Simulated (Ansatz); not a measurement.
# What a change does: geometry relaxation on Hf$_{8}$HO$_{16}$

System: Hf$_{8}$HO$_{16}$ (defect cell, 25 atoms in the cell, total charge −1).
Method of the first run: DFT PBE, scalar-relativistic, plane waves, PAW, no spin polarisation (Ansatz 0.2.0).

The structure derives from a Materials Project entry. Text and figures count atoms from 1; the logs count them from 0 in places.

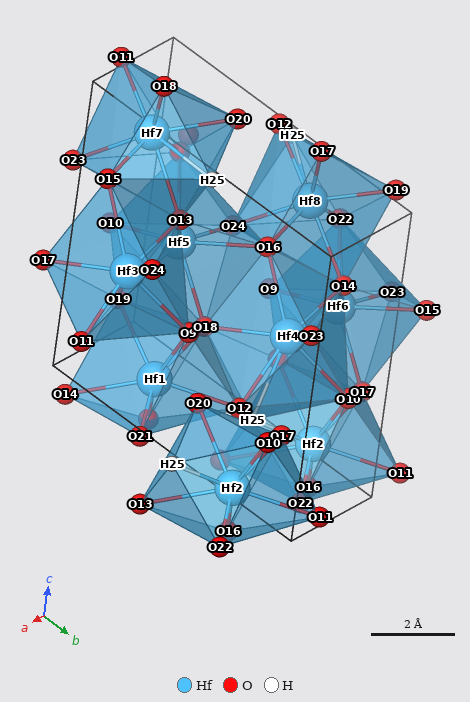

Fig. 1: The starting structure (polyhedral view of the cell of the calculation, seen slightly off an axis; polyhedra are completed across the faces of the cell; atoms are numbered from 1 in the order of the input). An atom can appear more than once, as a periodic image.

**The input, the first run**
```yaml
crystal:
  lattice:
    - [0.0, -5.0692310538, 5.1009634478]
    - [0.0, -5.0692310538, -5.1009634478]
    - [5.2938029111, 5.0692310538, 0.0]
  atoms:
    - { symbol: Hf, position: [0.5012786316, 0.2527067763, 0.0310339319] }
    - { symbol: Hf, position: [0.0062692016, 0.7500613854, 0.0340459076] }
    - { symbol: Hf, position: [0.9676319477, 0.2244535342, 0.4651547626] }
    - { symbol: Hf, position: [0.4657220173, 0.7267852282, 0.4691642965] }
    - { symbol: Hf, position: [0.5124773049, 0.2734204522, 0.5296728807] }
    - { symbol: Hf, position: [0.0122774545, 0.7734054207, 0.5329140094] }
    - { symbol: Hf, position: [0.982924372, 0.2466441445, 0.9695019019] }
    - { symbol: Hf, position: [0.4906202896, 0.7464683599, 0.9619972831] }
    - { symbol: O, position: [0.8318364082, 0.4512235135, 0.3685707691] }
    - { symbol: O, position: [0.3353461273, 0.952763128, 0.369714061] }
    - { symbol: O, position: [0.9747042443, 0.0880303321, 0.1351081378] }
    - { symbol: O, position: [0.4879778979, 0.5864399728, 0.1331373877] }
    - { symbol: O, position: [0.8637239962, 0.3666901748, 0.7180959596] }
    - { symbol: O, position: [0.3796070649, 0.8860944807, 0.7324347737] }
    - { symbol: O, position: [0.1489761266, 0.151197169, 0.7734150378] }
    - { symbol: O, position: [0.6477505579, 0.6534112552, 0.7663759773] }
    - { symbol: O, position: [0.8572971815, 0.8666297404, 0.2666559606] }
    - { symbol: O, position: [0.3604240017, 0.3748053939, 0.2696013887] }
    - { symbol: O, position: [0.585908122, 0.0937600796, 0.2288379514] }
    - { symbol: O, position: [0.0798775306, 0.5928068123, 0.2460811895] }
    - { symbol: O, position: [0.6533308356, 0.2702090202, 0.8644318721] }
    - { symbol: O, position: [0.1570956722, 0.7756311498, 0.8652918757] }
    - { symbol: O, position: [0.7849001234, 0.905698109, 0.6312654306] }
    - { symbol: O, position: [0.2894838765, 0.4086241888, 0.6349106058] }
    - { symbol: H, position: [0.2465367653, 0.5747433294, 0.0476767659] }
  host:
    lattice:
      - [5.2938029111, 0.0, 0.0]
      - [0.0, 5.0692310538, 0.0]
      - [0.0, 0.0, 5.1009634478]
    atoms:
      - { symbol: Hf, position: [0.0326151407, 0.2662882067, 0.2399856288] }
      - { symbol: Hf, position: [0.4673848593, 0.2662882067, 0.7399856288] }
      - { symbol: Hf, position: [0.5326151407, 0.7337117933, 0.2399856288] }
      - { symbol: Hf, position: [0.9673848593, 0.7337117933, 0.7399856288] }
      - { symbol: O, position: [0.3653937409, 0.0675958039, 0.3831527426] }
      - { symbol: O, position: [0.1346062591, 0.0675958039, 0.8831527426] }
      - { symbol: O, position: [0.7291834876, 0.4628122413, 0.4898616287] }
      - { symbol: O, position: [0.7708165124, 0.4628122413, 0.9898616287] }
      - { symbol: O, position: [0.2708165124, 0.5371877587, 0.9898616287] }
      - { symbol: O, position: [0.2291834876, 0.5371877587, 0.4898616287] }
      - { symbol: O, position: [0.8653937409, 0.9324041961, 0.3831527426] }
      - { symbol: O, position: [0.6346062591, 0.9324041961, 0.8831527426] }
total_charge: -1
basis:
  ecutwfc: 420
  xc_grid: 2
kpoints:
  mp_grid: { grid: [2, 2, 2], shift: [0.5, 0.5, 0.5] }
hamiltonian:
  xc: pbe
scf:
  occupations: { method: gaussian, width: 0.01 }
output:
  forces: true
  stress: false
  eigenvalues: true
  charged_corrections:
    defect_position: [0.16666667, 0.45833333, 0.0]
    epsilon: [[21.1335, 0.0, 0.0], [0.0, 26.955, 0.0], [0.0, 0.0, 24.4134]]
  write_density: true
  write_potential: true
  elf: true
  volumetric_format: npy
relax:
  adjacent_minimum: "off"
  f_tol: 0.025
  max_steps: 45
```

Command:
```bash
ansatz run input.yaml --threads 4 --pin off --max-ram 10240MiB --backend cpu --events-out ev --progress --plain --runs-dir out
```

Hardware: 4 threads of Intel Xeon (Granite Rapids), 32 GiB of memory available, shared host.

**Output, shortened to warnings, some set-up lines, iterations and results (the first run)**
```
Basis set: ecut = 420 eV, 5313 PW (Γ), exchange–correlation on 100×100×100 points (8 copies of the dense FFT grid, shifted against one another)
Symmetry: 1 space group operations
k-points: 4 of 8 (time reversal used)
Initial density: superposition of atomic densities (neutral atoms scaled as one to the charged cell's electrons: chi_scale 0, normalization atom), corrected by the library's trained network
[...]
SCF iter   1: F=—  HF=-134889.128918 eV  |F-HF|=—  |Δ(HF+E_count)|=         —  Δρ=2.25e-2  dr2=1.85e0  ethr=1.77e-3  ⟨swp⟩=5.8  Hψ=2225  notcnv=0  defer=60
SCF iter   2: F=—  HF=-134888.637087 eV  |F-HF|=—  |Δ(HF+E_count)|=   4.92e-1  Δρ=9.63e-3  dr2=3.19e-1  ethr=6.05e-4  ⟨swp⟩=3.0  Hψ=1485  notcnv=0  defer=99
SCF iter   3: F=—  HF=-134888.520063 eV  |F-HF|=—  |Δ(HF+E_count)|=   1.17e-1  Δρ=4.14e-3  dr2=6.79e-2  ethr=1.04e-4  ⟨swp⟩=2.0  Hψ=1107  notcnv=0  defer=99
SCF iter   4: F=—  HF=-134888.503499 eV  |F-HF|=—  |Δ(HF+E_count)|=   1.66e-2  Δρ=1.82e-3  dr2=5.79e-3  ethr=2.22e-5  ⟨swp⟩=2.5  Hψ=1494  notcnv=0  defer=95
SCF iter   5: F=—  HF=-134888.506862 eV  |F-HF|=—  |Δ(HF+E_count)|=   3.36e-3  Δρ=9.22e-4  dr2=1.78e-3  ethr=1.89e-6  ⟨swp⟩=2.0  Hψ=1282  notcnv=0  defer=95
[... 61 lines ...]
SCF iter   3: F=—  HF=-134889.929858 eV  |F-HF|=—  |Δ(HF+E_count)|=   3.97e-4  Δρ=7.98e-5  dr2=1.47e-5  ethr=2.79e-8  ⟨swp⟩=2.0  Hψ=1187  notcnv=0  defer=100
SCF iter   4: F=—  HF=-134889.929854 eV  |F-HF|=—  |Δ(HF+E_count)|=   3.61e-6  Δρ=1.67e-5  dr2=8.33e-7  ethr=4.80e-9  ⟨swp⟩=2.0  Hψ=1111  notcnv=0  defer=100
SCF iter   5: F=-134889.929854 eV  HF=-134889.929854 eV  |F-HF|=8.18e-8  |Δ(HF+E_count)|=   1.03e-8  Δρ=6.17e-6  dr2=9.33e-8  ethr=3.27e-11  ⟨swp⟩=12.0  Hψ=5715  notcnv=0
SCF 8 converged in 5 iterations: F = -134889.929854 eV  dr2 = 9.33e-8
relax step   8: F+E_penalty+E_count = -134889.92985403 eV  Δ(F+E_penalty+E_count) = -1.901e-4 eV  max|allowed force component| = 6.794e-3 eV/Å  Δτ_max = 0.0053 Å  (5 SCF …
SCF converged after 5 iterations
Free energy (F): -134889.929854 eV
Harris-Foulkes:  -134889.929854 eV  (|F-HF|=8.18e-8)
Internal energy: -134889.929854 eV  (E = F + TS)
E sigma→0 (E₀):  -134889.929854 eV
Fermi energy:    17.147242 eV
--- Per-component energies (eV) ---
  E_band       = 144.388762
  E_kinetic    = 6210.498595
  E_local      = -47590.347552  (includes V_loc(G=0)·N_el)
  E_nonlocal   = -9172.316209
  E_hartree    = 21768.295741
  E_xc         = -3602.259902
  E_vxc        = -3664.530266  (∫ρ·V_xc dr)
  E_paw        = -57949.886809  (= ΣΔE_a)
  E_vpaw       = 10824.454727  (= ΣTr[D̂ρ^β])
  E_aug_tail   = 0.038393  (compensation charges beyond the density's cutoff)
  E_ewald      = -44553.952111
  E_smearing   = -0.000000  (= −TS)
  E_closure    = -0.000000  (closes the sum)
  E_deformation_potential = -23.716816  (in the stress; not in F)
  Σ components = -134889.929854   (vs F -134889.929854, Δ=0.00e0)
--- Forces (eV/Å), atoms counted from 1 ---
  atom   1  Hf    -0.00198722    -0.00104459    -0.00338477
  atom   2  Hf     0.00073311    -0.00141270     0.00465947
  atom   3  Hf     0.00258127     0.00109056    -0.00285935
  atom   4  Hf    -0.00565780     0.00157036    -0.00317758
  atom   5  Hf     0.00011537     0.00068422     0.00191091
  atom   6  Hf    -0.00081270    -0.00007574     0.00236381
  atom   7  Hf    -0.00084257    -0.00680092    -0.00134282
  atom   8  Hf    -0.00109955     0.00305730     0.00128830
  atom   9  O      0.00006394     0.00093922     0.00146718
  atom  10  O      0.00090429    -0.00151691    -0.00165017
  atom  11  O      0.00076880    -0.00013581    -0.00135885
  atom  12  O      0.00081757    -0.00294064     0.00148591
  atom  13  O     -0.00203199     0.00123726     0.00214200
  atom  14  O      0.00129903    -0.00060765    -0.00033892
  atom  15  O     -0.00083346     0.00118443    -0.00076336
  atom  16  O      0.00145069     0.00296231    -0.00307480
  atom  17  O      0.00013628     0.00030709    -0.00104358
  atom  18  O     -0.00080379     0.00119511     0.00061252
  atom  19  O     -0.00138101     0.00051720     0.00291195
  atom  20  O      0.00383258     0.00228283     0.00009421
  atom  21  O      0.00149708     0.00039675     0.00076556
  atom  22  O     -0.00162432    -0.00262955     0.00074537
  atom  23  O      0.00182656    -0.00173603     0.00107645
  atom  24  O      0.00027394    -0.00104752    -0.00055739
  atom  25  H      0.00065003     0.00236103    -0.00196694
  max |Σ_I F_I| component: 1.62e-4 eV/Å
--- Charged-cell corrections in eV (Makov–Payne, q = -1.000 e, ε = [21.134, 26.955, 24.413]) ---
  F (periodic)     = -134889.929854  (uncorrected; the corrections below are reported, never added to it)
[...]
```

The input of the second run differs as follows (lines with − go, lines with + come):
```diff
-total_charge: -1
+total_charge: 1
```

Predict how the results change.

The total energies belong to different systems, so their difference says nothing on which is more stable or more accurate. The gap on the mesh goes from 3.64 to 4.42 eV. The largest force goes from 0.007 to 0.028 eV/Å. A charged cell is computed with a uniform neutralising background, so its energy and pressure depend on the cell and aren't those of a real crystal. The SCF takes 51 iterations over all geometry steps against 55.

**Output, shortened to warnings, some set-up lines, iterations and results (the second run)**
```
Basis set: ecut = 420 eV, 5313 PW (Γ), exchange–correlation on 100×100×100 points (8 copies of the dense FFT grid, shifted against one another)
Symmetry: 1 space group operations
k-points: 4 of 8 (time reversal used)
Initial density: superposition of atomic densities (neutral atoms scaled as one to the charged cell's electrons: chi_scale 0, normalization atom), corrected by the library's trained network
[...]
SCF iter   1: F=—  HF=-134922.999398 eV  |F-HF|=—  |Δ(HF+E_count)|=         —  Δρ=2.76e-2  dr2=3.42e0  ethr=1.77e-3  ⟨swp⟩=5.8  Hψ=2183  notcnv=0  defer=68
SCF iter   2: F=—  HF=-134922.117631 eV  |F-HF|=—  |Δ(HF+E_count)|=   8.82e-1  Δρ=1.37e-2  dr2=8.62e-1  ethr=1.12e-3  ⟨swp⟩=2.0  Hψ=1133  notcnv=0  defer=99
SCF iter   3: F=—  HF=-134921.855941 eV  |F-HF|=—  |Δ(HF+E_count)|=   2.62e-1  Δρ=8.64e-3  dr2=2.39e-1  ethr=2.84e-4  ⟨swp⟩=3.0  Hψ=1215  notcnv=0  defer=99
SCF iter   4: F=—  HF=-134921.792958 eV  |F-HF|=—  |Δ(HF+E_count)|=   6.30e-2  Δρ=2.78e-3  dr2=1.46e-2  ethr=7.86e-5  ⟨swp⟩=3.2  Hψ=1425  notcnv=0  defer=102
SCF iter   5: F=—  HF=-134921.797332 eV  |F-HF|=—  |Δ(HF+E_count)|=   4.37e-3  Δρ=2.25e-3  dr2=1.29e-2  ethr=4.81e-6  ⟨swp⟩=3.0  Hψ=1329  notcnv=0  defer=102
[... 57 lines ...]
SCF iter   4: F=—  HF=-134924.748861 eV  |F-HF|=—  |Δ(HF+E_count)|=   3.31e-4  Δρ=3.32e-5  dr2=2.39e-6  ethr=7.79e-9  ⟨swp⟩=2.0  Hψ=1108  notcnv=0  defer=104
SCF iter   5: F=—  HF=-134924.748862 eV  |F-HF|=—  |Δ(HF+E_count)|=   1.04e-7  Δρ=1.12e-5  dr2=3.11e-7  ethr=7.85e-10  ⟨swp⟩=2.0  Hψ=1108  notcnv=0  defer=104
SCF iter   6: F=-134924.748861 eV  HF=-134924.748862 eV  |F-HF|=4.87e-8  |Δ(HF+E_count)|=   2.06e-8  Δρ=5.37e-6  dr2=7.54e-8  ethr=3.29e-11  ⟨swp⟩=14.0  Hψ=6069  notcnv=0
SCF 8 converged in 6 iterations: F = -134924.748861 eV  dr2 = 7.54e-8
relax step   8: F+E_penalty+E_count = -134924.74886148 eV  Δ(F+E_penalty+E_count) = -7.160e-4 eV  max|allowed force component| = 2.396e-2 eV/Å  Δτ_max = 0.0099 Å  (6 SCF …
SCF converged after 6 iterations
Free energy (F): -134924.748861 eV
Harris-Foulkes:  -134924.748862 eV  (|F-HF|=4.87e-8)
Internal energy: -134924.748861 eV  (E = F + TS)
E sigma→0 (E₀):  -134924.748861 eV
Fermi energy:    16.709338 eV
--- Per-component energies (eV) ---
  E_band       = 111.439858
  E_kinetic    = 6164.469684
  E_local      = -47624.885610  (includes V_loc(G=0)·N_el)
  E_nonlocal   = -9177.905521
  E_hartree    = 21773.049216
  E_xc         = -3579.259585
  E_vxc        = -3634.407734  (∫ρ·V_xc dr)
  E_paw        = -57942.311715  (= ΣΔE_a)
  E_vpaw       = 10838.032160  (= ΣTr[D̂ρ^β])
  E_aug_tail   = 0.038325  (compensation charges beyond the density's cutoff)
  E_ewald      = -44537.943655
  E_smearing   = -0.000000  (= −TS)
  E_closure    = 0.000000  (closes the sum)
  E_deformation_potential = 23.716816  (in the stress; not in F)
  Σ components = -134924.748861   (vs F -134924.748861, Δ=0.00e0)
--- Forces (eV/Å), atoms counted from 1 ---
  atom   1  Hf     0.00035425     0.02396425     0.01501244
  atom   2  Hf    -0.00472423     0.00309211     0.00070774
  atom   3  Hf     0.00023309     0.00242077     0.00322545
  atom   4  Hf     0.00149575     0.00974481    -0.00468075
  atom   5  Hf    -0.01223645    -0.00842682    -0.00616104
  atom   6  Hf    -0.00068199    -0.00651423     0.00289061
  atom   7  Hf     0.01165864    -0.00392131     0.00763340
  atom   8  Hf    -0.00139467    -0.00595686    -0.00460967
  atom   9  O     -0.00389505     0.00192486    -0.00427316
  atom  10  O      0.00189337    -0.00420468    -0.00240813
  atom  11  O     -0.00331544    -0.00683062    -0.00607565
  atom  12  O      0.00190071    -0.00184266     0.00553142
  atom  13  O      0.00106973     0.00138612     0.00210280
  atom  14  O      0.00237533     0.00023698    -0.00136926
  atom  15  O      0.00224248     0.00012662    -0.00007520
  atom  16  O     -0.00074989    -0.00183185     0.00123206
  atom  17  O      0.00243573    -0.00294299     0.00125923
  atom  18  O     -0.00146087     0.00078854     0.00211420
  atom  19  O     -0.00232093    -0.00285593    -0.00691563
  atom  20  O     -0.00093098     0.00416234     0.00224475
  atom  21  O      0.00587790     0.00259159    -0.00001655
  atom  22  O     -0.00546397     0.00155494     0.00179689
  atom  23  O      0.00479669    -0.00490781    -0.00224884
  atom  24  O      0.00053769    -0.00207351     0.00110796
  atom  25  H      0.00022433     0.00037229    -0.00799425
  max |Σ_I F_I| component: 7.88e-5 eV/Å
--- Charged-cell corrections in eV (Makov–Payne, q = +1.000 e, ε = [21.134, 26.955, 24.413]) ---
  F (periodic)     = -134924.748861  (uncorrected; the corrections below are reported, never added to it)
[...]
```

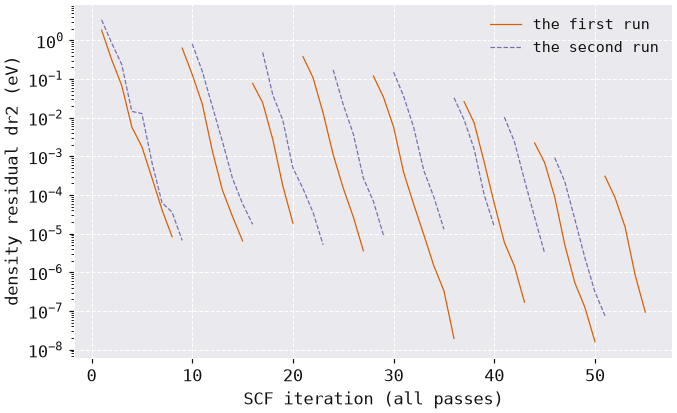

Fig. 2: Convergence of the two runs: density residual dr2 against the SCF iteration. A break in a curve parts two SCF passes. The first run takes 55 iterations in all, and the second run takes 51.

**The two runs side by side**

```tsv
quantity	the first run	the second run
outcome	converged	converged
free energy per atom (eV)	−5395.5972	−5396.9900
gap on the mesh (eV)	3.64	4.42
largest force (eV/Å)	0.007	0.028
SCF iterations	55	51
irreducible k-points	4	4
wall time (shared host)	50 s	45 s
```

For both runs: The cell is charged and computed with a neutralising background, so its energy and pressure depend on the cell and aren't those of a real crystal. Spin–orbit coupling is left out, which matters for Hf.
